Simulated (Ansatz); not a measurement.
Ge3Pt

The calculation's input:

```
crystal:
  lattice:
    - [3.5060223256, 0.0, 0.0]
    - [0.0, 3.5060223256, 0.0]
    - [0.0, 0.0, 7.7255571476]
  atoms:
    - { symbol: Ge, position: [0.0, 0.0, 0.6633829136] }
    - { symbol: Ge, position: [0.0, 0.0, 0.3366170864] }
    - { symbol: Ge, position: [0.5, 0.5, 0.0] }
    - { symbol: Pt, position: [0.0, 0.0, 0.0] }
basis:
  ecutwfc: 420
kpoints:
  mp_grid: { grid: [14, 14, 6] }
  band_path:
    path:
      - [[0.0, 0.0, 0.0], [0.0, 0.5, 0.0], [0.5, 0.5, 0.0], [0.0, 0.0, 0.0], [0.0, 0.0, 0.5], [0.0, 0.5, 0.5], [0.5, 0.5, 0.5], [0.0, 0.0, 0.5]]
      - [[0.0, 0.5, 0.0], [0.0, 0.5, 0.5]]
      - [[0.5, 0.5, 0.0], [0.5, 0.5, 0.5]]
    npoints: 14
hamiltonian:
  xc: pbe
scf:
  occupations: { method: gaussian, width: 0.1 }
  n_extra_bands: 10
output:
  forces: true
  stress: true
  eigenvalues: true
  populations: true
  dos: { projected: true, de: 0.02, nscf_kmesh: { grid: [17, 17, 8] } }
  bader: true
  write_density: true
  write_potential: true
  elf: true
  volumetric_format: npy
```

Launched as:

```sh
ansatz run input.yaml --threads 1 --pin off --max-ram 2560MiB --backend cpu --events-out ev --progress --plain --runs-dir out
```

Below, planes, directions and counts refer to the conventional cell (a = 3.51 Å, b = 3.51 Å, c = 7.73 Å, α = 90.00°, β = 90.00°, γ = 90.00°).

Space group P4/mmm; a structure generated by program, which may or may not match a known phase.

Theory: DFT PBE, scalar-relativistic, plane waves, PAW (Ansatz 0.2.0).

### What can the converged valence pseudo-density and electron localisation function tell about the bonding?

Ge–Pt (2.48 Å): the density is about 0.54 e/Å³ at the midpoint; the ELF is about 0.40 at the midpoint.
Ge–Ge (2.52 Å): the density is about 0.39 e/Å³ at the midpoint; the ELF peaks at about 0.65 between the atoms.
Ge–Pt (2.60 Å): ρ at the midpoint is about 0.44 e/Å³; the ELF is about 0.40 at the midpoint.
Bader's partition of the density gives Ge +0.10 to +0.63 and Pt −0.82 e.

### Metal or insulator at this level of theory?

It is metallic or semimetallic at this level of theory: no gap opens.

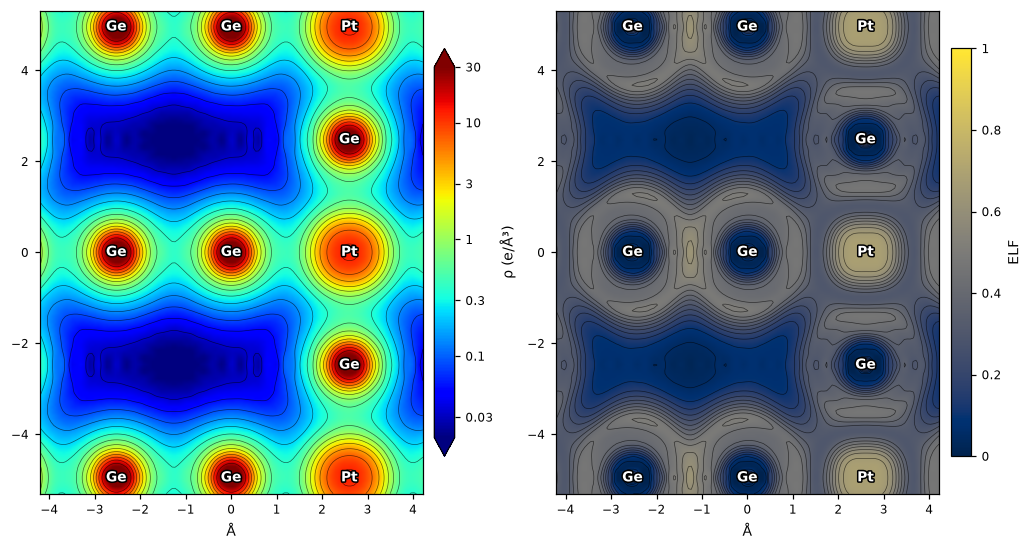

Computed valence pseudo-density and electron localisation function on the (110) plane of the conventional cell, in this order. 
